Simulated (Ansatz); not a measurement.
**Run report: Sn₄HO, geometry relaxation (part 1 of 2)**

Sn₄HO (slab, 6 atoms in the cell), computed with DFT PBEsol, scalar-relativistic, plane waves, PAW, no spin polarisation (Ansatz 0.2.0).

The structure derives from an entry of the Crystallography Open Database. The input holds or restrains some coordinates. Forces given for the steps count only the free coordinates. It belongs to a series of runs on one base structure; here: OH put at a bridge Sn-Sn site.

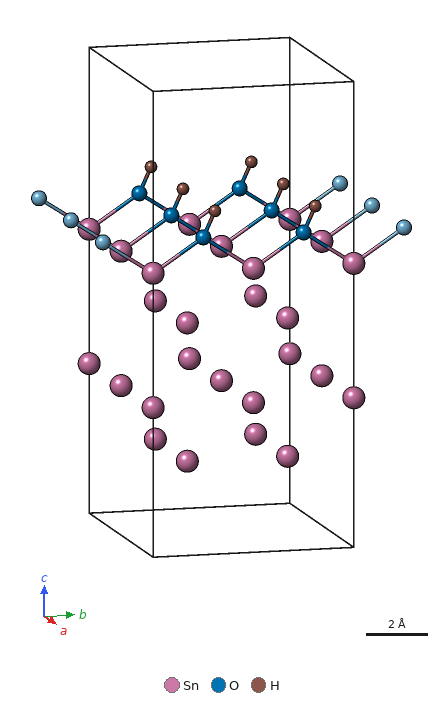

Figure 1. The input geometry (ball-and-stick view of the 2 × 2 repeat of the cell, with the vacuum cut short, seen slightly off an axis; neighbours outside the cell are drawn fainter). An atom can appear more than once, as a periodic image.

### Input
```yaml
crystal:
  lattice:
    - [3.4135078666, 0.0, 0.0]
    - [0.3483379104, 3.3956879502, 0.0]
    - [0.0, 0.0, 26.7417357796]
  atoms:
    - { symbol: Sn, position: [0.5, 0.5, 0.3178552084] }
    - { symbol: Sn, position: [0.0, 0.0, 0.4033861283] }
    - { symbol: Sn, position: [0.5, 0.5, 0.494334095] }
    - { symbol: Sn, position: [0.0, 0.0, 0.5748435398] }
    - { symbol: O, position: [0.0, 0.5, 0.6174735325] }
    - { symbol: H, position: [-0.0044962144, 0.617554941, 0.6503808952] }
basis:
  ecutwfc: 420
kpoints:
  mp_grid: { grid: [9, 9, 1] }
hamiltonian:
  xc: pbesol
scf:
  occupations: { method: gaussian, width: 0.1 }
output:
  forces: true
  eigenvalues: true
  write_density: true
  write_potential: true
  elf: true
  volumetric_format: npy
relax:
  adjacent_minimum: "off"
  f_tol: 0.03
  max_steps: 70
  constraints: [{ sites: [0, 1] }]
efield:
  axis: 3
  dipole_correction: true
  ramp_width: 0.04
```

Machine: 2 threads of Arm Neoverse V2, 24 GiB of memory available, shared host.

Command:
```bash
ansatz run input.yaml --threads 2 --pin off --max-ram 5120MiB --backend cpu --events-out ev --progress --plain --runs-dir out
```

### Output
```
Engine: ansatz 0.2.0, aarch64-unknown-linux-gnu
Pseudopotentials: kind: paw
Pseudopotential: Sn, paw, valence charge 14, recommended cutoff 420 eV (normal), Sn.paw.azcp
Pseudopotential: O, paw, valence charge 6, recommended cutoff 420 eV (normal), O.paw.azcp
Pseudopotential: H, paw, valence charge 1, recommended cutoff 420 eV (normal), H.paw.azcp
Functional definition: PBEsol
  exchange = pbesol_x
  correlation = pbesol_c
Crystal: 6 atoms, lattice volume = 309.969 Å³
Basis set: ecut = 420 eV, 6107 PW (Γ), exchange–correlation on 48×48×360 points (8 copies of the dense FFT grid, shifted against one another)
Bands: 38, of which v1, the nominal top of the filled ones, is band 32 counted from 1 (31 counted from 0)
Symmetry: 1 space group operations
Space group: P1 (ITA 1), of the structure as read, at distance tolerance 6.8e-5 Å
k-points: 41 of 81 (time reversal used)
Non-local potential: Sn, projectors of the file, l = 0: 2, l = 1: 2, l = 2: 2, l = 3: 2
Non-local potential: O, projectors of the file, l = 0: 2, l = 1: 2, l = 2: 1
Non-local potential: H, projectors of the file, l = 0: 2, l = 1: 1
PAW form: soft (Blöchl's): semilocal exchange-correlation on the pseudo side does not see the compensation charge
PAW frozen core: Sn, regenerated for the run's functional, and the local potential with it (the file was generated under x = pbe(κ = 0.804, μ = 0.2195149727645171), c = pbe(β = 0.06672455060314922))
PAW frozen core: O, regenerated for the run's functional, and the local potential with it (the file was generated under x = pbe(κ = 0.804, μ = 0.2195149727645171), c = pbe(β = 0.06672455060314922))
PAW one-centre angular grid: Sn, 590 points (default); XC on 64 Gauss nodes
PAW one-centre angular grid: O, 110 points (default); XC on 64 Gauss nodes
PAW one-centre angular grid: H, 110 points (default); XC on 64 Gauss nodes
Initial density: superposition of atomic densities (neutral atoms: chi_scale 0, normalization atom), corrected by the library's trained network
Initial wavefunctions: pseudopotential atomic-orbital guess
Functional: x = pbesol(κ = 0.804, μ = 0.12345679012345678), c = pbesol(β = 0.046)
SCF iter   1: F=—  HF=-24373.919635 eV  |F-HF|=—  |Δ(HF+E_count)|=         —  Δρ=4.72e-3  dr2=1.80e-1  ethr=1.77e-3  p=0.121 e·Å  D=7.06e-2 V/Å  ΔV_dip=-1.89 eV  dr2_dipole=4.39e-2  V_vac-E_F(+/−)=2.39/4.28 eV  ⟨swp⟩=7.8  Hψ=7479  notcnv=0
efield: sawtooth ramp at fractional position 0.9641 (placed from the atoms, in the widest stretch of the axis that holds none; the zero of the levels goes with the place), width 0.0400; the density the first Hamiltonian is built on has a dipole p = 0.121 e·Å; the dipole correction subtracts the counter field D = 7.06e-2 V/Å, which shifts the + side's vacuum level by -1.89 eV against the − side's; the planar-averaged density in the ramp window peaks in size at 5.5e-6 e/Å³
preconditioner: auto → LDOS  [metal: Δε(μ)=0.008 eV  Ē_g=18.239 eV  σ=0.100 eV  W_gap=0.05  n_scr=52 (ndim 8)  ℏωp=16.7 eV  f_vac=0.571  D(μ)=2.88/eV (n_scr^D=10)  β→1.0]
SCF iter   2: F=—  HF=-24373.905066 eV  |F-HF|=—  |Δ(HF+E_count)|=   1.46e-2  Δρ=2.28e-3  dr2=1.79e-2  ethr=2.86e-4  p=0.121 e·Å  D=7.05e-2 V/Å  ΔV_dip=-1.89 eV  dr2_dipole=3.49e-4  V_vac-E_F(+/−)=2.32/4.21 eV  ⟨swp⟩=2.0  Hψ=3156  notcnv=0  defer=57
SCF iter   3: F=—  HF=-24373.903091 eV  |F-HF|=—  |Δ(HF+E_count)|=   1.97e-3  Δρ=9.40e-4  dr2=3.87e-3  ethr=2.84e-5  p=0.125 e·Å  D=7.31e-2 V/Å  ΔV_dip=-1.95 eV  dr2_dipole=7.53e-4  V_vac-E_F(+/−)=2.21/4.17 eV  ⟨swp⟩=2.2  Hψ=2984  notcnv=0  defer=57
SCF iter   4: F=—  HF=-24373.902268 eV  |F-HF|=—  |Δ(HF+E_count)|=   8.23e-4  Δρ=2.12e-4  dr2=3.07e-4  ethr=6.15e-6  p=0.126 e·Å  D=7.36e-2 V/Å  ΔV_dip=-1.97 eV  dr2_dipole=2.68e-5  V_vac-E_F(+/−)=2.18/4.15 eV  ⟨swp⟩=2.0  Hψ=2810  notcnv=0  defer=54
iter 5 did not close the SCF: its close was put off for the readings that it lacked (scf_convergence_deferred on its scf_iter line)
SCF iter   5: F=-24373.902250 eV  HF=-24373.902255 eV  |F-HF|=4.78e-6  |Δ(HF+E_count)|=   1.36e-5  Δρ=4.83e-5  dr2=2.14e-5  ethr=4.88e-7  p=0.127 e·Å  D=7.42e-2 V/Å  ΔV_dip=-1.98 eV  dr2_dipole=5.15e-7  V_vac-E_F(+/−)=2.16/4.15 eV  ⟨swp⟩=2.0  Hψ=2779  notcnv=0  defer=53
SCF iter   6: F=-24373.902254 eV  HF=-24373.902256 eV  |F-HF|=2.11e-6  |Δ(HF+E_count)|=   1.35e-6  Δρ=1.69e-5  dr2=3.77e-6  ethr=3.40e-8  p=0.128 e·Å  D=7.45e-2 V/Å  ΔV_dip=-1.99 eV  dr2_dipole=1.04e-6  V_vac-E_F(+/−)=2.15/4.14 eV  ⟨swp⟩=18.1  Hψ=15441  notcnv=0
SCF 1 converged in 6 iterations: F = -24373.902254 eV  dr2 = 3.77e-6
  greatest PAW one-centre occupation: 0.993 electrons in one spin orbital (limit 2), on the Sn atom at site 3 (counted from 0), in its partial waves of l = 2
relax step   1: F+E_penalty+E_count = -24373.90225400 eV  Δ(F+E_penalty+E_count) = +0.000e0 eV  max|allowed force component| = 2.610e0 eV/Å  Δτ_max = 0.0000 Å  (6 SCF iters, dr2 threshold 2.25e-5 eV, accepted)
Initial density: handed on by an earlier stage of this run
Initial wavefunctions: those handed on with the density
iter 1 solved again at ethr=6.66e-4 eV; its pass at ethr=3.10e-3 eV (dr2=4.19e-1 eV) is discarded
SCF iter   1: F=—  HF=-24374.471919 eV  |F-HF|=—  |Δ(HF+E_count)|=         —  Δρ=1.21e-2  dr2=4.41e-1  ethr=6.66e-4  p=0.128 e·Å  D=7.45e-2 V/Å  ΔV_dip=-1.99 eV  dr2_dipole=1.30e-1  V_vac-E_F(+/−)=2.20/4.19 eV  ⟨swp⟩=1.7  Hψ=6966  notcnv=0  defer=56
efield: sawtooth ramp at fractional position 0.9641 (handed on by an earlier solve), width 0.0400; the density the first Hamiltonian is built on has a dipole p = 0.128 e·Å; the dipole correction subtracts the counter field D = 7.45e-2 V/Å, which shifts the + side's vacuum level by -1.99 eV against the − side's; the planar-averaged density in the ramp window peaks in size at 7.2e-7 e/Å³
preconditioner: auto → LDOS  [metal: Δε(μ)=0.006 eV  Ē_g=18.162 eV  σ=0.100 eV  W_gap=0.04  n_scr=52 (ndim 8)  ℏωp=16.7 eV  f_vac=0.566  D(μ)=3.21/eV (n_scr^D=10)  β→1.0]
SCF iter   2: F=—  HF=-24374.421051 eV  |F-HF|=—  |Δ(HF+E_count)|=   5.09e-2  Δρ=4.07e-3  dr2=5.57e-2  ethr=6.66e-4  p=0.121 e·Å  D=7.05e-2 V/Å  ΔV_dip=-1.89 eV  dr2_dipole=3.40e-3  V_vac-E_F(+/−)=2.26/4.15 eV  ⟨swp⟩=2.3  Hψ=2204  notcnv=0  defer=56
SCF iter   3: F=—  HF=-24374.411078 eV  |F-HF|=—  |Δ(HF+E_count)|=   9.97e-3  Δρ=1.20e-3  dr2=6.53e-3  ethr=8.84e-5  p=0.128 e·Å  D=7.47e-2 V/Å  ΔV_dip=-2.00 eV  dr2_dipole=1.51e-3  V_vac-E_F(+/−)=2.13/4.13 eV  ⟨swp⟩=2.0  Hψ=2491  notcnv=0  defer=57
SCF iter   4: F=—  HF=-24374.410687 eV  |F-HF|=—  |Δ(HF+E_count)|=   3.90e-4  Δρ=4.72e-4  dr2=9.02e-4  ethr=1.04e-5  p=0.127 e·Å  D=7.43e-2 V/Å  ΔV_dip=-1.99 eV  dr2_dipole=2.09e-4  V_vac-E_F(+/−)=2.13/4.12 eV  ⟨swp⟩=2.1  Hψ=2745  notcnv=0  defer=57
SCF iter   5: F=—  HF=-24374.410548 eV  |F-HF|=—  |Δ(HF+E_count)|=   1.40e-4  Δρ=1.14e-4  dr2=1.39e-4  ethr=1.43e-6  p=0.127 e·Å  D=7.42e-2 V/Å  ΔV_dip=-1.99 eV  dr2_dipole=4.31e-5  V_vac-E_F(+/−)=2.13/4.11 eV  ⟨swp⟩=2.0  Hψ=2622  notcnv=0  defer=57
SCF iter   6: F=-24374.410517 eV  HF=-24374.410531 eV  |F-HF|=1.34e-5  |Δ(HF+E_count)|=   1.70e-5  Δρ=2.28e-5  dr2=1.23e-5  ethr=1.59e-7  p=0.127 e·Å  D=7.41e-2 V/Å  ΔV_dip=-1.98 eV  dr2_dipole=4.83e-6  V_vac-E_F(+/−)=2.13/4.11 eV  ⟨swp⟩=19.0  Hψ=17115  notcnv=0
SCF 2 converged in 6 iterations: F = -24374.410517 eV  dr2 = 1.23e-5
[... from here on the iterations of each SCF are left out, up to the last one ...]
relax step   2: F+E_penalty+E_count = -24374.41051716 eV  Δ(F+E_penalty+E_count) = -5.083e-1 eV  max|allowed force component| = 1.154e0 eV/Å  Δτ_max = 0.1945 Å  (6 SCF iters, dr2 threshold 1.00e-4 eV, accepted)
efield: sawtooth ramp at fractional position 0.9641 (handed on by an earlier solve), width 0.0400; the density the first Hamiltonian is built on has a dipole p = 0.127 e·Å; the dipole correction subtracts the counter field D = 7.41e-2 V/Å, which shifts the + side's vacuum level by -1.98 eV against the − side's; the planar-averaged density in the ramp window peaks in size at 7.9e-7 e/Å³
preconditioner: auto → LDOS  [metal: Δε(μ)=0.007 eV  Ē_g=18.105 eV  σ=0.100 eV  W_gap=0.04  n_scr=52 (ndim 8)  ℏωp=16.7 eV  f_vac=0.564  D(μ)=3.10/eV (n_scr^D=10)  β→1.0]
SCF 3 converged in 5 iterations: F = -24374.511717 eV  dr2 = 5.69e-5
relax step   3: F+E_penalty+E_count = -24374.51171741 eV  Δ(F+E_penalty+E_count) = -1.012e-1 eV  max|allowed force component| = 5.166e-1 eV/Å  Δτ_max = 0.1935 Å  (5 SCF iters, dr2 threshold 8.32e-5 eV, accepted)
efield: sawtooth ramp at fractional position 0.9641 (handed on by an earlier solve), width 0.0400; the density the first Hamiltonian is built on has a dipole p = 0.112 e·Å; the dipole correction subtracts the counter field D = 6.53e-2 V/Å, which shifts the + side's vacuum level by -1.75 eV against the − side's; the planar-averaged density in the ramp window peaks in size at 1.0e-6 e/Å³
preconditioner: auto → LDOS  [metal: Δε(μ)=0.017 eV  Ē_g=18.132 eV  σ=0.100 eV  W_gap=0.09  n_scr=52 (ndim 8)  ℏωp=16.7 eV  f_vac=0.557  D(μ)=3.21/eV (n_scr^D=10)  β→1.0]
SCF 4 converged in 5 iterations: F = -24374.546945 eV  dr2 = 2.42e-5
relax step   4: F+E_penalty+E_count = -24374.54694490 eV  Δ(F+E_penalty+E_count) = -3.523e-2 eV  max|allowed force component| = 3.874e-1 eV/Å  Δτ_max = 0.2000 Å  (5 SCF iters, dr2 threshold 5.22e-5 eV, accepted)
efield: sawtooth ramp at fractional position 0.9641 (handed on by an earlier solve), width 0.0400; the density the first Hamiltonian is built on has a dipole p = 0.116 e·Å; the dipole correction subtracts the counter field D = 6.76e-2 V/Å, which shifts the + side's vacuum level by -1.81 eV against the − side's; the planar-averaged density in the ramp window peaks in size at 7.3e-7 e/Å³
preconditioner: auto → LDOS  [metal: Δε(μ)=0.022 eV  Ē_g=18.059 eV  σ=0.100 eV  W_gap=0.12  n_scr=52 (ndim 8)  ℏωp=16.7 eV  f_vac=0.554  D(μ)=3.31/eV (n_scr^D=10)  β→1.0]
SCF 5 converged in 5 iterations: F = -24374.556184 eV  dr2 = 7.35e-6
relax step   5: F+E_penalty+E_count = -24374.55618378 eV  Δ(F+E_penalty+E_count) = -9.239e-3 eV  max|allowed force component| = 1.721e0 eV/Å  Δτ_max = 0.1949 Å  (5 SCF iters, dr2 threshold 3.01e-5 eV, accepted)
efield: sawtooth ramp at fractional position 0.9641 (handed on by an earlier solve), width 0.0400; the density the first Hamiltonian is built on has a dipole p = 0.106 e·Å; the dipole correction subtracts the counter field D = 6.17e-2 V/Å, which shifts the + side's vacuum level by -1.65 eV against the − side's; the planar-averaged density in the ramp window peaks in size at 9.2e-7 e/Å³
preconditioner: auto → LDOS  [metal: Δε(μ)=0.018 eV  Ē_g=18.097 eV  σ=0.100 eV  W_gap=0.10  n_scr=52 (ndim 8)  ℏωp=16.7 eV  f_vac=0.555  D(μ)=3.30/eV (n_scr^D=10)  β→1.0]
SCF 6 converged in 5 iterations: F = -24374.663575 eV  dr2 = 4.53e-5
relax step   6: F+E_penalty+E_count = -24374.66357456 eV  Δ(F+E_penalty+E_count) = -1.074e-1 eV  max|allowed force component| = 6.038e-1 eV/Å  Δτ_max = 0.2000 Å  (5 SCF iters, dr2 threshold 1.00e-4 eV, accepted)
efield: sawtooth ramp at fractional position 0.9641 (handed on by an earlier solve), width 0.0400; the density the first Hamiltonian is built on has a dipole p = 0.055 e·Å; the dipole correction subtracts the counter field D = 3.19e-2 V/Å, which shifts the + side's vacuum level by -0.85 eV against the − side's; the planar-averaged density in the ramp window peaks in size at 1.5e-6 e/Å³
preconditioner: auto → LDOS  [metal: Δε(μ)=0.002 eV  Ē_g=18.185 eV  σ=0.100 eV  W_gap=0.01  n_scr=52 (ndim 8)  ℏωp=16.7 eV  f_vac=0.557  D(μ)=3.58/eV (n_scr^D=12)  β→1.0]
SCF 7 converged in 5 iterations: F = -24374.713087 eV  dr2 = 5.84e-6
relax step   7: F+E_penalty+E_count = -24374.71308742 eV  Δ(F+E_penalty+E_count) = -4.951e-2 eV  max|allowed force component| = 4.120e-1 eV/Å  Δτ_max = 0.2000 Å  (5 SCF iters, dr2 threshold 4.49e-5 eV, accepted)
efield: sawtooth ramp at fractional position 0.9641 (handed on by an earlier solve), width 0.0400; the density the first Hamiltonian is built on has a dipole p = 0.036 e·Å; the dipole correction subtracts the counter field D = 2.11e-2 V/Å, which shifts the + side's vacuum level by -0.56 eV against the − side's; the planar-averaged density in the ramp window peaks in size at 1.4e-6 e/Å³
preconditioner: auto → LDOS  [metal: Δε(μ)=0.014 eV  Ē_g=18.225 eV  σ=0.100 eV  W_gap=0.08  n_scr=52 (ndim 8)  ℏωp=16.7 eV  f_vac=0.559  D(μ)=3.43/eV (n_scr^D=12)  β→1.0]
SCF 8 converged in 5 iterations: F = -24374.729822 eV  dr2 = 3.34e-6
relax step   8: F+E_penalty+E_count = -24374.72982216 eV  Δ(F+E_penalty+E_count) = -1.673e-2 eV  max|allowed force component| = 8.330e-2 eV/Å  Δτ_max = 0.2000 Å  (5 SCF iters, dr2 threshold 2.09e-5 eV, accepted)
efield: sawtooth ramp at fractional position 0.9641 (handed on by an earlier solve), width 0.0400; the density the first Hamiltonian is built on has a dipole p = 0.014 e·Å; the dipole correction subtracts the counter field D = 7.96e-3 V/Å, which shifts the + side's vacuum level by -0.21 eV against the − side's; the planar-averaged density in the ramp window peaks in size at 1.9e-6 e/Å³
preconditioner: auto → LDOS  [metal: Δε(μ)=0.012 eV  Ē_g=18.240 eV  σ=0.100 eV  W_gap=0.07  n_scr=52 (ndim 8)  ℏωp=16.7 eV  f_vac=0.559  D(μ)=3.39/eV (n_scr^D=10)  β→1.0]
SCF 9 converged in 9 iterations: F = -24374.731779 eV  dr2 = 2.59e-10
relax step   9: F+E_penalty+E_count = -24374.73177922 eV  Δ(F+E_penalty+E_count) = -1.957e-3 eV  max|allowed force component| = 4.941e-2 eV/Å  Δτ_max = 0.0658 Å  (9 SCF iters, accepted)
SCF iter   1: F=—  HF=-24374.732593 eV  |F-HF|=—  |Δ(HF+E_count)|=         —  Δρ=9.49e-4  dr2=1.43e-3  ethr=4.29e-5  p=0.013 e·Å  D=7.53e-3 V/Å  ΔV_dip=-0.20 eV  dr2_dipole=1.63e-5  V_vac-E_F(+/−)=3.89/4.09 eV  ⟨swp⟩=2.3  Hψ=3731  notcnv=0  defer=63
efield: sawtooth ramp at fractional position 0.9641 (handed on by an earlier solve), width 0.0400; the density the first Hamiltonian is built on has a dipole p = 0.013 e·Å; the dipole correction subtracts the counter field D = 7.53e-3 V/Å, which shifts the + side's vacuum level by -0.20 eV against the − side's; the planar-averaged density in the ramp window peaks in size at 2.2e-6 e/Å³
preconditioner: auto → LDOS  [metal: Δε(μ)=0.017 eV  Ē_g=18.245 eV  σ=0.100 eV  W_gap=0.09  n_scr=52 (ndim 8)  ℏωp=16.7 eV  f_vac=0.559  D(μ)=3.35/eV (n_scr^D=10)  β→1.0]
SCF iter   2: F=—  HF=-24374.732463 eV  |F-HF|=—  |Δ(HF+E_count)|=   1.30e-4  Δρ=2.77e-4  dr2=2.08e-4  ethr=2.26e-6  p=0.013 e·Å  D=7.50e-3 V/Å  ΔV_dip=-0.20 eV  dr2_dipole=1.01e-7  V_vac-E_F(+/−)=3.89/4.10 eV  ⟨swp⟩=2.8  Hψ=2740  notcnv=0  defer=63
SCF iter   3: F=—  HF=-24374.732402 eV  |F-HF|=—  |Δ(HF+E_count)|=   6.09e-5  Δρ=7.63e-5  dr2=1.80e-5  ethr=3.31e-7  p=0.013 e·Å  D=7.36e-3 V/Å  ΔV_dip=-0.20 eV  dr2_dipole=6.13e-8  V_vac-E_F(+/−)=3.90/4.09 eV  ⟨swp⟩=2.7  Hψ=2838  notcnv=0  defer=63
SCF iter   4: F=—  HF=-24374.732406 eV  |F-HF|=—  |Δ(HF+E_count)|=   4.18e-6  Δρ=1.69e-5  dr2=7.30e-7  ethr=2.86e-8  p=0.013 e·Å  D=7.32e-3 V/Å  ΔV_dip=-0.20 eV  dr2_dipole=3.99e-9  V_vac-E_F(+/−)=3.90/4.09 eV  ⟨swp⟩=2.3  Hψ=2818  notcnv=0  defer=63
iter 5 did not close the SCF: its close was put off until two iterations running show no level that it waits for move by more than its bar (scf_convergence_deferred on its scf_iter line)
SCF iter   5: F=-24374.732406 eV  HF=-24374.732406 eV  |F-HF|=8.97e-8  |Δ(HF+E_count)|=   6.61e-8  Δρ=3.51e-6  dr2=5.95e-8  ethr=1.59e-10  p=0.013 e·Å  D=7.32e-3 V/Å  ΔV_dip=-0.20 eV  dr2_dipole=4.22e-10  V_vac-E_F(+/−)=3.90/4.09 eV  ⟨swp⟩=18.3  Hψ=13806  notcnv=0
iter 6 did not close the SCF: its close was put off until two iterations running show no level that it waits for move by more than its bar (scf_convergence_deferred on its scf_iter line)
SCF iter   6: F=-24374.732406 eV  HF=-24374.732406 eV  |F-HF|=8.17e-9  |Δ(HF+E_count)|=   1.08e-7  Δρ=1.04e-6  dr2=4.46e-9  ethr=9.44e-11  p=0.013 e·Å  D=7.31e-3 V/Å  ΔV_dip=-0.20 eV  dr2_dipole=2.75e-11  V_vac-E_F(+/−)=3.90/4.09 eV  ⟨swp⟩=9.5  Hψ=11162  notcnv=0
SCF iter   7: F=-24374.732406 eV  HF=-24374.732406 eV  |F-HF|=1.46e-11  |Δ(HF+E_count)|=   9.62e-9  Δρ=3.66e-7  dr2=9.03e-10  ethr=7.08e-12  p=0.013 e·Å  D=7.31e-3 V/Å  ΔV_dip=-0.20 eV  dr2_dipole=5.48e-11  V_vac-E_F(+/−)=3.90/4.09 eV  ⟨swp⟩=8.0  Hψ=10129  notcnv=0
SCF 10 converged in 7 iterations: F = -24374.732406 eV  dr2 = 9.03e-10
relax step  10: F+E_penalty+E_count = -24374.73240630 eV  Δ(F+E_penalty+E_count) = -6.271e-4 eV  max|allowed force component| = 2.196e-2 eV/Å  Δτ_max = 0.0251 Å  (7 SCF iters, accepted)
```

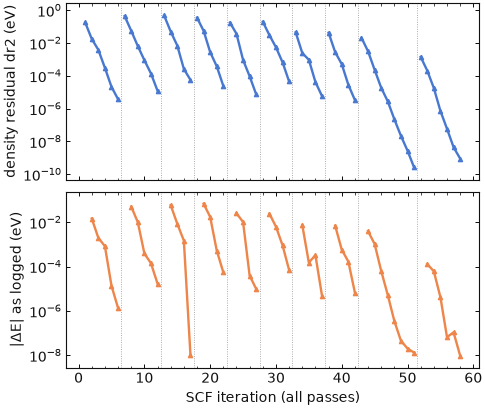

Figure 2. Convergence of the self-consistent field: density residual dr2 and size of the energy change against the SCF iteration. The dotted lines part the SCF passes of the relaxation: geometry steps, rejected trials and re-solves on a re-selected basis. The 10 passes take 5 to 9 iterations each, 58 in all.

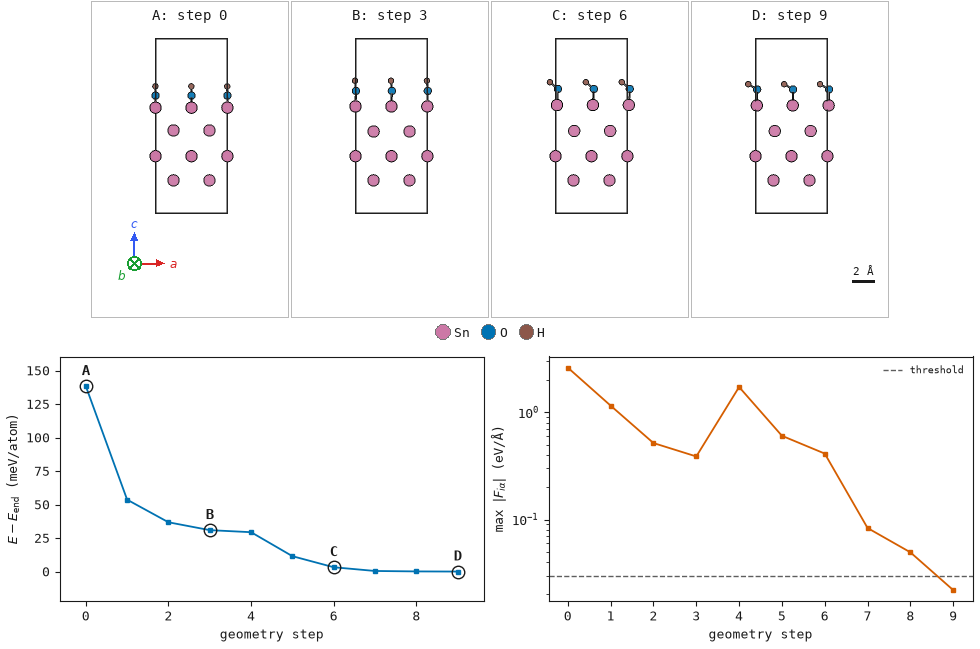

Figure 3. Frames of the restrained relaxation (ball-and-stick view of the 2 × 1 repeat of the cell, with the vacuum cut short, along the b axis) above the curves, on which the letters mark them (the first geometry is step 0 here and step 1 in the log).
